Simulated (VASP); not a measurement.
MoTe2: geometry relaxation (part 1 of 5)

The run: geometry relaxation of MoTe2 (slab, 9 atoms in the cell). Method and program: Kohn-Sham DFT of a periodic cell, PBE with D3(BJ), VASP PAW PBE potentials, recommended, no spin polarisation (VASP 6.6.1).

The structure derives from an entry of the Crystallography Open Database.

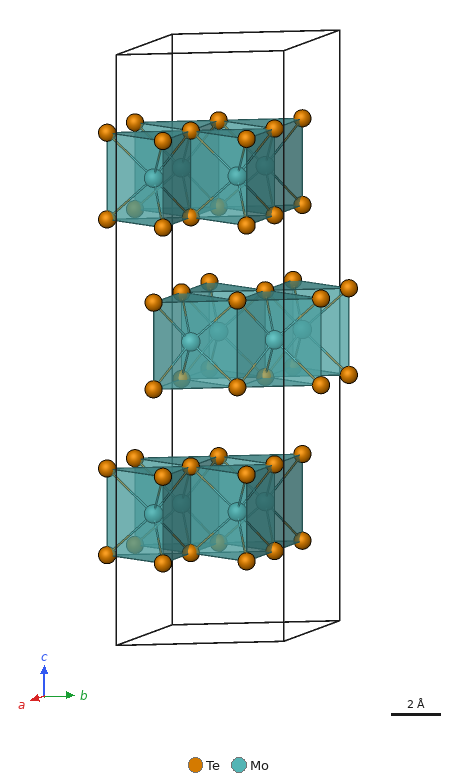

Figure 1. The input geometry (polyhedral view of the 2 × 2 repeat of the cell, with the vacuum cut short, seen slightly off an axis; polyhedra are completed across the faces of the cell). An atom can appear more than once, as a periodic image.

INCAR
```
SYSTEM = Te2Mo
ALGO     = Normal         ! electronic algorithm
EDIFF    = 1E-6           ! SCF threshold, eV
EDIFFG   = -0.01          ! ionic threshold
ENCUT    = 600            ! plane-wave cutoff, eV
GGA      = PE             ! functional
IBRION   = 2              ! ionic algorithm
ISIF     = 3              ! what is computed and relaxed
ISMEAR   = 0              ! smearing method
IVDW     = 12             ! dispersion correction
KPAR     = 4            
LASPH    = .TRUE.         ! aspherical terms in the spheres
LATTICE_CONSTRAINTS= .TRUE. .TRUE. .FALSE.
LCHARG   = .FALSE.        ! write CHGCAR
LREAL    = .FALSE.        ! projectors in reciprocal space
LWAVE    = .FALSE.        ! write WAVECAR
NELM     = 80             ! most SCF steps
NSW      = 90             ! ionic steps
PREC     = Accurate       ! precision mode
SIGMA    = 0.03           ! smearing width, eV
```

KPOINTS
```
k-points
0
G
  12 12 1
  0 0 0
```

POSCAR
```
Te2Mo
1.0
    3.5182000000      0.0000000000      0.0000000000
   -1.7591000000      3.0468505800      0.0000000000
    0.0000000000      0.0000000000     35.5787888000
Te Mo
6 3
Direct
    0.3333333300      0.6666666700      0.2529597100
    0.3333333300      0.6666666700      0.3542894300
    0.6666666700      0.3333333300      0.4493351400
    0.6666666700      0.3333333300      0.5506648600
    0.3333333300      0.6666666700      0.6457105700
    0.3333333300      0.6666666700      0.7470402900
    0.6666666700      0.3333333300      0.3036245700
    0.3333333300      0.6666666700      0.5000000000
    0.6666666700      0.3333333300      0.6963754300
```

Run as:
```bash
cat potpaw_PBE.64/Te/POTCAR potpaw_PBE.64/Mo_sv/POTCAR > POTCAR
mpirun -np 4 vasp_std > vasp.out
```

OSZICAR
```
N       E                     dE             d eps       ncg     rms          rms(c)
DAV:   1     0.678473494255E+03    0.67847E+03   -0.41520E+04  2156   0.159E+03
DAV:   2    -0.708697078573E+01   -0.68556E+03   -0.67031E+03  2188   0.339E+02
DAV:   3    -0.536243979823E+02   -0.46537E+02   -0.45071E+02  2152   0.757E+01
DAV:   4    -0.558494862497E+02   -0.22251E+01   -0.22099E+01  2584   0.148E+01
DAV:   5    -0.559159164761E+02   -0.66430E-01   -0.66225E-01  2566   0.257E+00    0.266E+01
DAV:   6    -0.547473504510E+02    0.11686E+01   -0.12567E+01  2142   0.149E+01    0.111E+01
DAV:   7    -0.547580944596E+02   -0.10744E-01   -0.12332E+01  1976   0.127E+01    0.834E+00
DAV:   8    -0.540151657416E+02    0.74293E+00   -0.27707E+00  2180   0.655E+00    0.413E+00
DAV:   9    -0.540271100829E+02   -0.11944E-01   -0.86987E-01  2280   0.328E+00    0.189E+00
DAV:  10    -0.539998468059E+02    0.27263E-01   -0.11897E-01  2260   0.145E+00    0.603E-01
DAV:  11    -0.539998113242E+02    0.35482E-04   -0.10318E-02  2374   0.439E-01    0.377E-01
DAV:  12    -0.539995622606E+02    0.24906E-03   -0.39080E-03  2306   0.205E-01    0.173E-01
DAV:  13    -0.539995443886E+02    0.17872E-04   -0.33649E-04  2334   0.685E-02    0.217E-01
DAV:  14    -0.539994766956E+02    0.67693E-04   -0.63968E-05  2254   0.296E-02    0.185E-01
DAV:  15    -0.539993957979E+02    0.80898E-04   -0.44166E-04  2056   0.722E-02    0.369E-02
DAV:  16    -0.539994336636E+02   -0.37866E-04   -0.52863E-05  2428   0.222E-02    0.232E-02
DAV:  17    -0.539994611517E+02   -0.27488E-04   -0.50604E-06  1904   0.797E-03    0.210E-02
DAV:  18    -0.539995739919E+02   -0.11284E-03   -0.16289E-05  1896   0.116E-02    0.159E-02
DAV:  19    -0.539996480338E+02   -0.74042E-04   -0.15093E-05  1876   0.110E-02    0.192E-02
DAV:  20    -0.539996705498E+02   -0.22516E-04   -0.22394E-06  1672   0.435E-03    0.181E-02
DAV:  21    -0.539997006167E+02   -0.30067E-04   -0.24752E-06  1542   0.409E-03    0.915E-03
DAV:  22    -0.539997099746E+02   -0.93579E-05   -0.64986E-07  1402   0.300E-03    0.536E-03
DAV:  23    -0.539997150630E+02   -0.50883E-05   -0.12813E-06  1408   0.371E-03    0.157E-03
DAV:  24    -0.539997178333E+02   -0.27703E-05   -0.24329E-07  1290   0.146E-03    0.231E-03
DAV:  25    -0.539997191085E+02   -0.12752E-05   -0.97218E-08  1102   0.104E-03    0.212E-03
DAV:  26    -0.539997204139E+02   -0.13053E-05   -0.73423E-08  1150   0.933E-04    0.780E-04
DAV:  27    -0.539997208908E+02   -0.47688E-06   -0.27127E-08  1078   0.570E-04
   1 F= -.58401709E+02 E0= -.58401709E+02  d E =-.584017E+02
       N       E                     dE             d eps       ncg     rms          rms(c)
DAV:   1    -0.540519698444E+02   -0.52249E-01   -0.20864E+00  1832   0.865E+00    0.228E+00
DAV:   2    -0.539981906350E+02    0.53779E-01   -0.55864E-01  1992   0.360E+00    0.122E+00
DAV:   3    -0.539745604009E+02    0.23630E-01   -0.15742E-01  2006   0.137E+00    0.796E-01
DAV:   4    -0.539727004000E+02    0.18600E-02   -0.12827E-02  1972   0.457E-01    0.273E-01
DAV:   5    -0.539717275968E+02    0.97280E-03   -0.10922E-02  1996   0.452E-01    0.319E-01
DAV:   6    -0.539714488482E+02    0.27875E-03   -0.24990E-03  2246   0.184E-01    0.499E-02
DAV:   7    -0.539714392732E+02    0.95750E-05   -0.26243E-04  1998   0.747E-02    0.402E-02
DAV:   8    -0.539714386364E+02    0.63682E-06   -0.19280E-05  2314   0.172E-02    0.329E-02
DAV:   9    -0.539714358013E+02    0.28351E-05   -0.57902E-06  1954   0.922E-03    0.134E-02
DAV:  10    -0.539714353899E+02    0.41140E-06   -0.67310E-07  1210   0.393E-03
   2 F= -.58413229E+02 E0= -.58413229E+02  d E =-.115199E-01
       N       E                     dE             d eps       ncg     rms          rms(c)
DAV:   1    -0.539816665697E+02   -0.10231E-01   -0.88732E-01  1840   0.565E+00    0.148E+00
DAV:   2    -0.539589462370E+02    0.22720E-01   -0.24143E-01  1988   0.237E+00    0.812E-01
DAV:   3    -0.539485867054E+02    0.10360E-01   -0.67460E-02  1996   0.906E-01    0.517E-01
DAV:   4    -0.539478808654E+02    0.70584E-03   -0.56204E-03  1958   0.298E-01    0.176E-01
DAV:   5    -0.539474437633E+02    0.43710E-03   -0.44819E-03  2024   0.294E-01    0.205E-01
DAV:   6    -0.539473408339E+02    0.10293E-03   -0.93492E-04  2222   0.113E-01    0.278E-02
DAV:   7    -0.539473417016E+02   -0.86765E-06   -0.90320E-05  1980   0.430E-02    0.270E-02
DAV:   8    -0.539473410340E+02    0.66759E-06   -0.66451E-06  2178   0.102E-02
   3 F= -.58415278E+02 E0= -.58415278E+02  d E =-.135687E-01
       N       E                     dE             d eps       ncg     rms          rms(c)
DAV:   1    -0.539606194752E+02   -0.13278E-01   -0.73090E-01  1748   0.442E+00    0.905E-01
DAV:   2    -0.539623989819E+02   -0.17795E-02   -0.47281E-02  2102   0.974E-01    0.260E-01
DAV:   3    -0.539619589786E+02    0.44000E-03   -0.13214E-02  2056   0.407E-01    0.411E-01
DAV:   4    -0.539615938658E+02    0.36511E-03   -0.12065E-03  2126   0.136E-01    0.222E-01
DAV:   5    -0.539613185895E+02    0.27528E-03   -0.21554E-03  2054   0.204E-01    0.823E-02
DAV:   6    -0.539613020833E+02    0.16506E-04   -0.11438E-04  2244   0.516E-02    0.791E-02
DAV:   7    -0.539612985547E+02    0.35286E-05   -0.15029E-05  1992   0.146E-02    0.739E-02
DAV:   8    -0.539612945965E+02    0.39582E-05   -0.20261E-06  1508   0.606E-03    0.627E-02
DAV:   9    -0.539612871625E+02    0.74340E-05   -0.87738E-06  1984   0.107E-02    0.301E-02
DAV:  10    -0.539612870609E+02    0.10162E-06   -0.41831E-07  1216   0.357E-03
   4 F= -.58417968E+02 E0= -.58417968E+02  d E =-.269025E-02
       N       E                     dE             d eps       ncg     rms          rms(c)
DAV:   1    -0.539583864864E+02    0.29007E-02   -0.69267E-02  1754   0.136E+00    0.299E-01
DAV:   2    -0.539585529548E+02   -0.16647E-03   -0.45845E-03  2112   0.302E-01    0.794E-02
DAV:   3    -0.539585252164E+02    0.27738E-04   -0.14473E-03  2048   0.134E-01    0.128E-01
DAV:   4    -0.539584786489E+02    0.46568E-04   -0.14420E-04  2184   0.472E-02    0.640E-02
DAV:   5    -0.539584611581E+02    0.17491E-04   -0.19566E-04  2064   0.617E-02    0.215E-02
DAV:   6    -0.539584623956E+02   -0.12376E-05   -0.10117E-05  2074   0.149E-02    0.214E-02
DAV:   7    -0.539584632178E+02   -0.82212E-06   -0.99514E-07  1206   0.437E-03
   5 F= -.58418605E+02 E0= -.58418605E+02  d E =-.332704E-02
       N       E                     dE             d eps       ncg     rms          rms(c)
DAV:   1    -0.539586198119E+02   -0.15742E-03   -0.13779E-04  1778   0.609E-02    0.263E-02
DAV:   2    -0.539586207154E+02   -0.90350E-06   -0.17764E-05  2162   0.178E-02    0.113E-02
DAV:   3    -0.539586213803E+02   -0.66493E-06   -0.17156E-05  1696   0.147E-02    0.976E-03
DAV:   4    -0.539586202138E+02    0.11664E-05   -0.41046E-06  1572   0.810E-03    0.412E-03
DAV:   5    -0.539586202320E+02   -0.18177E-07   -0.53578E-07   970   0.310E-03
   6 F= -.58418606E+02 E0= -.58418606E+02  d E =-.332842E-02
       N       E                     dE             d eps       ncg     rms          rms(c)
DAV:   1    -0.539583284563E+02    0.29176E-03   -0.36001E-02  1748   0.107E+00    0.504E-02
DAV:   2    -0.539584898342E+02   -0.16138E-03   -0.17563E-03  1780   0.202E-01    0.191E-02
DAV:   3    -0.539584816266E+02    0.82076E-05   -0.57666E-05  2146   0.445E-02    0.234E-02
DAV:   4    -0.539584824198E+02   -0.79321E-06   -0.75804E-06  1998   0.136E-02
   7 F= -.58418786E+02 E0= -.58418786E+02  d E =-.180177E-03
       N       E                     dE             d eps       ncg     rms          rms(c)
DAV:   1    -0.539565947336E+02    0.18869E-02   -0.32417E-01  1748   0.322E+00    0.144E-01
DAV:   2    -0.539580375977E+02   -0.14429E-02   -0.15723E-02  1756   0.606E-01    0.589E-02
DAV:   3    -0.539579658793E+02    0.71718E-04   -0.48548E-04  2138   0.129E-01    0.702E-02
DAV:   4    -0.539579734622E+02   -0.75829E-05   -0.64503E-05  2174   0.395E-02    0.337E-02
DAV:   5    -0.539579684624E+02    0.49998E-05   -0.27261E-05  2424   0.270E-02    0.237E-02
DAV:   6    -0.539579691614E+02   -0.69895E-06   -0.88008E-06  2086   0.143E-02
   8 F= -.58419228E+02 E0= -.58419228E+02  d E =-.622113E-03
       N       E                     dE             d eps       ncg     rms          rms(c)
DAV:   1    -0.539510337599E+02    0.69347E-02   -0.12949E+00  1748   0.643E+00    0.299E-01
DAV:   2    -0.539568282624E+02   -0.57945E-02   -0.63296E-02  1768   0.121E+00    0.114E-01
DAV:   3    -0.539565345052E+02    0.29376E-03   -0.21069E-03  2132   0.264E-01    0.139E-01
DAV:   4    -0.539565646741E+02   -0.30169E-04   -0.26763E-04  2154   0.815E-02    0.633E-02
DAV:   5    -0.539565480025E+02    0.16672E-04   -0.95158E-05  2382   0.506E-02    0.460E-02
DAV:   6    -0.539565506122E+02   -0.26097E-05   -0.31669E-05  2086   0.263E-02    0.154E-02
DAV:   7    -0.539565508622E+02   -0.25003E-06   -0.98385E-06  2082   0.147E-02
   9 F= -.58419726E+02 E0= -.58419726E+02  d E =-.111947E-02
       N       E                     dE             d eps       ncg     rms          rms(c)
DAV:   1    -0.539545376547E+02    0.20130E-02   -0.27569E-01  1748   0.296E+00    0.142E-01
DAV:   2    -0.539557762024E+02   -0.12385E-02   -0.13539E-02  1768   0.559E-01    0.530E-02
DAV:   3    -0.539557100131E+02    0.66189E-04   -0.47942E-04  2128   0.126E-01    0.654E-02
DAV:   4    -0.539557169439E+02   -0.69307E-05   -0.61033E-05  2166   0.396E-02    0.291E-02
DAV:   5    -0.539557132886E+02    0.36553E-05   -0.21036E-05  2370   0.239E-02    0.216E-02
DAV:   6    -0.539557138859E+02   -0.59736E-06   -0.71813E-06  2078   0.125E-02
  10 F= -.58419775E+02 E0= -.58419775E+02  d E =-.116883E-02
       N       E                     dE             d eps       ncg     rms          rms(c)
DAV:   1    -0.539556541256E+02    0.59163E-04   -0.11852E-03  1772   0.191E-01    0.110E-02
DAV:   2    -0.539556592701E+02   -0.51445E-05   -0.58760E-05  1798   0.372E-02    0.651E-03
DAV:   3    -0.539556590972E+02    0.17292E-06   -0.31144E-06  1694   0.881E-03
  11 F= -.58419817E+02 E0= -.58419817E+02  d E =-.418907E-04
       N       E                     dE             d eps       ncg     rms          rms(c)
DAV:   1    -0.539554469579E+02    0.21231E-03   -0.10805E-02  1748   0.577E-01    0.343E-02
DAV:   2    -0.539554958351E+02   -0.48877E-04   -0.54668E-04  1894   0.111E-01    0.143E-02
DAV:   3    -0.539554930345E+02    0.28006E-05   -0.21876E-05  2066   0.262E-02    0.161E-02
DAV:   4    -0.539554932805E+02   -0.24601E-06   -0.23617E-06  1492   0.735E-03
  12 F= -.58419941E+02 E0= -.58419941E+02  d E =-.166177E-03
       N       E                     dE             d eps       ncg     rms          rms(c)
DAV:   1    -0.539549710133E+02    0.52202E-03   -0.43250E-02  1748   0.115E+00    0.662E-02
DAV:   2    -0.539551647972E+02   -0.19378E-03   -0.21797E-03  1870   0.222E-01    0.280E-02
DAV:   3    -0.539551542024E+02    0.10595E-04   -0.87990E-05  2046   0.515E-02    0.320E-02
DAV:   4    -0.539551551207E+02   -0.91830E-06   -0.93671E-06  1828   0.141E-02
  13 F= -.58420183E+02 E0= -.58420183E+02  d E =-.408514E-03
       N       E                     dE             d eps       ncg     rms          rms(c)
DAV:   1    -0.539537183462E+02    0.14359E-02   -0.17298E-01  1748   0.231E+00    0.132E-01
DAV:   2    -0.539544918560E+02   -0.77351E-03   -0.87151E-03  1876   0.445E-01    0.562E-02
DAV:   3    -0.539544504229E+02    0.41433E-04   -0.34760E-04  2062   0.102E-01    0.643E-02
DAV:   4    -0.539544540868E+02   -0.36639E-05   -0.37209E-05  2006   0.280E-02    0.374E-02
DAV:   5    -0.539544508265E+02    0.32603E-05   -0.15314E-05  2266   0.194E-02    0.252E-02
DAV:   6    -0.539544513709E+02   -0.54436E-06   -0.51032E-06  2038   0.122E-02
  14 F= -.58420642E+02 E0= -.58420642E+02  d E =-.866923E-03
       N       E                     dE             d eps       ncg     rms          rms(c)
DAV:   1    -0.539500094975E+02    0.44413E-02   -0.69053E-01  1748   0.461E+00    0.284E-01
DAV:   2    -0.539531055863E+02   -0.30961E-02   -0.35087E-02  1890   0.890E-01    0.104E-01
DAV:   3    -0.539529358075E+02    0.16978E-03   -0.15965E-03  2074   0.217E-01    0.125E-01
DAV:   4    -0.539529511154E+02   -0.15308E-04   -0.15867E-04  2042   0.619E-02    0.661E-02
DAV:   5    -0.539529414411E+02    0.96743E-05   -0.55351E-05  2244   0.364E-02    0.469E-02
DAV:   6    -0.539529431806E+02   -0.17395E-05   -0.17570E-05  2088   0.217E-02    0.143E-02
DAV:   7    -0.539529424262E+02    0.75440E-06   -0.11817E-05  2026   0.167E-02    0.675E-03
DAV:   8    -0.539529424922E+02   -0.65987E-07   -0.17098E-06  1344   0.572E-03
  15 F= -.58421462E+02 E0= -.58421462E+02  d E =-.168701E-02
       N       E                     dE             d eps       ncg     rms          rms(c)
DAV:   1    -0.539376838092E+02    0.15259E-01   -0.27647E+00  1748   0.921E+00    0.573E-01
DAV:   2    -0.539501860512E+02   -0.12502E-01   -0.14145E-01  1904   0.178E+00    0.206E-01
DAV:   3    -0.539494857361E+02    0.70032E-03   -0.63718E-03  2066   0.431E-01    0.255E-01
DAV:   4    -0.539495482055E+02   -0.62469E-04   -0.64913E-04  2030   0.125E-01    0.135E-01
DAV:   5    -0.539495098065E+02    0.38399E-04   -0.22041E-04  2270   0.730E-02    0.958E-02
DAV:   6    -0.539495162238E+02   -0.64173E-05   -0.70272E-05  2132   0.430E-02    0.283E-02
DAV:   7    -0.539495134487E+02    0.27752E-05   -0.44792E-05  2340   0.320E-02    0.130E-02
DAV:   8    -0.539495137161E+02   -0.26745E-06   -0.67823E-06  1878   0.103E-02
  16 F= -.58422710E+02 E0= -.58422710E+02  d E =-.293476E-02
       N       E                     dE             d eps       ncg     rms          rms(c)
DAV:   1    -0.538930596137E+02    0.56454E-01   -0.11053E+01  1748   0.184E+01    0.114E+00
DAV:   2    -0.539436448886E+02   -0.50585E-01   -0.57177E-01  1898   0.358E+00    0.405E-01
DAV:   3    -0.539408691548E+02    0.27757E-02   -0.25232E-02  2072   0.846E-01    0.509E-01
DAV:   4    -0.539411152241E+02   -0.24607E-03   -0.25718E-03  2016   0.251E-01    0.268E-01
DAV:   5    -0.539409671787E+02    0.14805E-03   -0.86062E-04  2262   0.144E-01    0.193E-01
DAV:   6    -0.539409893991E+02   -0.22220E-04   -0.28856E-04  2138   0.864E-02    0.559E-02
DAV:   7    -0.539409793772E+02    0.10022E-04   -0.16172E-04  2350   0.597E-02    0.259E-02
DAV:   8    -0.539409801529E+02   -0.77572E-06   -0.24469E-05  1982   0.200E-02    0.260E-02
DAV:   9    -0.539409816588E+02   -0.15059E-05   -0.44447E-06  1860   0.892E-03    0.137E-02
DAV:  10    -0.539409829149E+02   -0.12561E-05   -0.13510E-06  1514   0.645E-03    0.571E-03
DAV:  11    -0.539409838332E+02   -0.91829E-06   -0.31043E-06  1702   0.812E-03
  17 F= -.58423609E+02 E0= -.58423609E+02  d E =-.383382E-02
       N       E                     dE             d eps       ncg     rms          rms(c)
DAV:   1    -0.539354395280E+02    0.55434E-02   -0.87016E-01  1748   0.519E+00    0.287E-01
DAV:   2    -0.539393831979E+02   -0.39437E-02   -0.43248E-02  1882   0.985E-01    0.101E-01
```
